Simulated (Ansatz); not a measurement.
The calculation's input:

```
crystal:
  lattice:
    - [0.0, 2.1839935596, 2.1839935596]
    - [2.1839935596, 0.0, 2.1839935596]
    - [2.1839935596, 2.1839935596, 0.0]
  atoms:
    - { symbol: Al, position: [0.0, 0.0, 0.0] }
    - { symbol: "N", position: [0.75, 0.75, 0.75] }
basis:
  ecutwfc: 420
kpoints:
  mp_grid: { grid: [10, 10, 10] }
hamiltonian:
  xc: pbesol
scf:
  occupations: { method: gaussian, width: 0.05 }
output:
  forces: true
  stress: true
  eigenvalues: true
  write_density: true
  write_potential: true
  elf: true
  volumetric_format: npy
```

Launched as:

```sh
ansatz run input.yaml --threads 1 --pin off --max-ram 2560MiB --backend cpu --events-out ev --progress --plain --runs-dir out
```

Below, planes, directions and counts refer to the conventional cell (a = 4.37 Å, b = 4.37 Å, c = 4.37 Å, α = 90.00°, β = 90.00°, γ = 90.00°).

Space group F-43m; a structure from a database of computed crystals, not necessarily the ambient phase.

These are results of Ansatz 0.2.0, DFT PBEsol, scalar-relativistic, plane waves, PAW, not measurements.

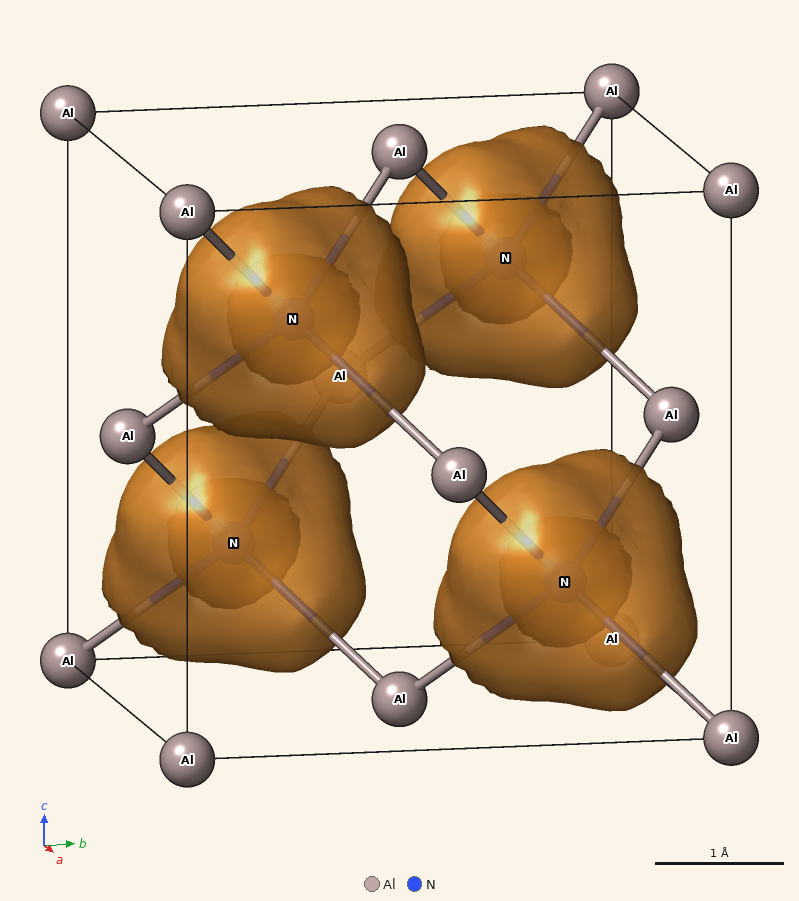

AlN. Isosurface of the electron localisation function at 0.75 (orange), seen slightly off an axis. Core shells and regions of very low density are left out. Sticks mark near contacts.

Core electrons are frozen (PAW), and the valence fields are smoothed inside the atomic spheres.

**Describe the localisation domains.**

The surface consists of four regions on N in which the atom's valence shell and bonds are merged, counted in one cell of 8 atoms. Regions shared between cells count once. Profiles from the grid: Al–N (1.89 Å): the ELF peaks at about 0.90 in the valence shell of N, 0.8 Å from its nucleus, and is about 0.85 at the midpoint.
